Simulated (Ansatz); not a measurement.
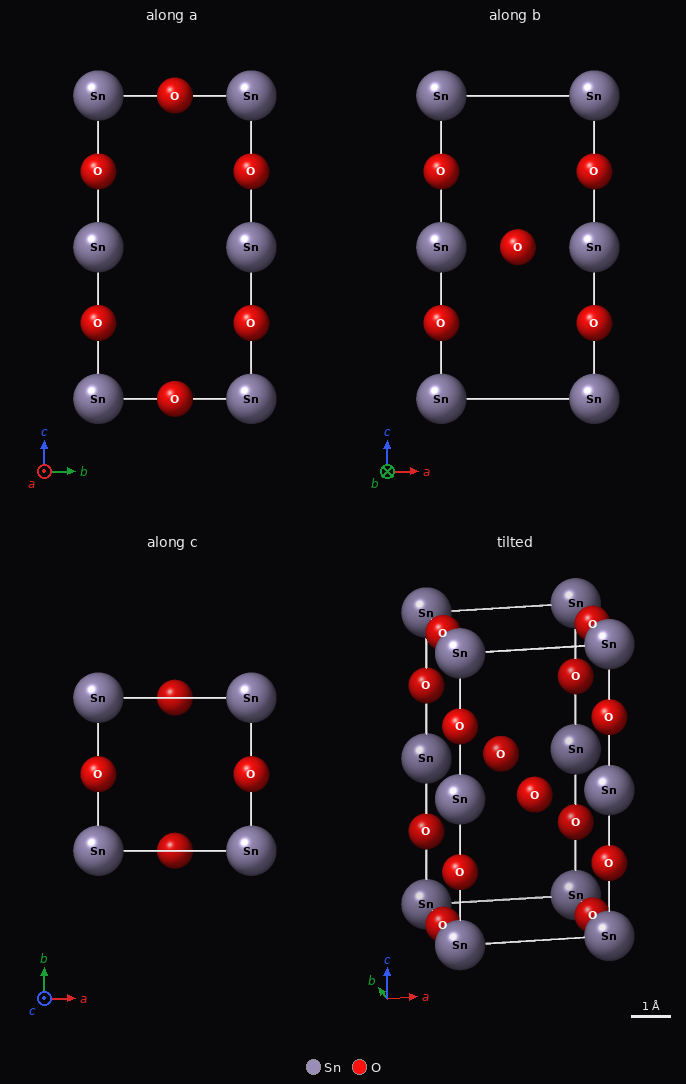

This spheres-only model is shown along the a axis, along the b axis, along the c axis and slightly off an axis. The parallelepiped is the conventional unit cell.

Lattice parameters: a = 3.952 Å, b = 3.952 Å, c = 7.833 Å, α = 90.00°, β = 90.00°, γ = 90.00°. Put a along x and b in the xy plane.

Question: Set out the cell and atoms as a POSCAR file.

Answer:
```
Sn O
1.0
     3.952    0.000    0.000
     0.000    3.952    0.000
     0.000    0.000    7.833
Sn O
2 4
Direct
  0.0000 0.0000 0.5000
  0.0000 0.0000 0.0000
  0.5000 0.0000 0.5000
  0.0000 0.5000 0.0000
  0.0000 0.0000 0.7500
  0.0000 0.0000 0.2500
```

The cell started as a structure type filled with these elements by a generator (whether the compound takes this form wasn't checked). Earlier steps of the study may have refined or changed the cell and positions. Ansatz was used for an electronic-structure calculation on it.
